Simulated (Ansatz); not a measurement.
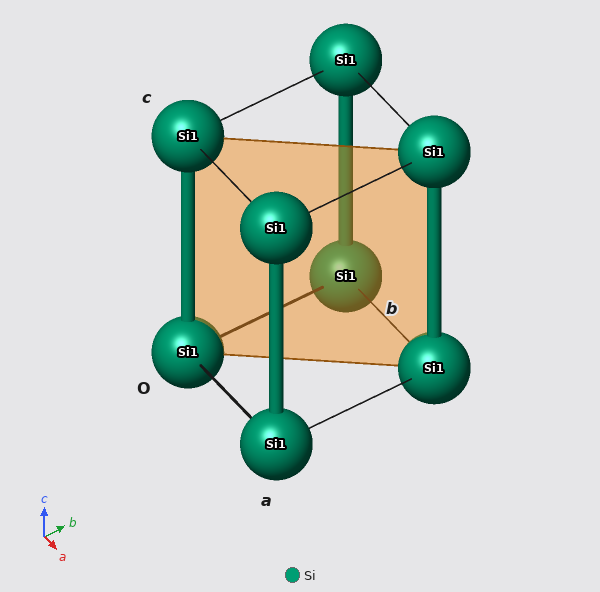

Crystal: Si, the input geometry of an electronic-structure calculation (not necessarily at equilibrium). The shaded plane is a symmetry element of the crystal. Symmetry computed with spglib at a tolerance of 0.002 Å; standard conventional cell.

a = 2.621 Å, b = 2.621 Å, c = 2.466 Å, α = 90.00°, β = 90.00°, γ = 120.00°.

| atom | x | y | z |
| --- | --- | --- | --- |
| Si1 | 0.0000 | 0.0000 | 0.0000 |

### Is it a mirror or a glide plane, and what is the operation?

It is a mirror plane, parallel to (1 −1 0), through (1/2, 1/2, 1/2): x, y, z → y, x, z.

### Onto which atom does it carry each atom (up to whole multiples of a, b and c)?

Si1 → Si1.

### What is the crystal's space group?

P6/mmm, No. 191.
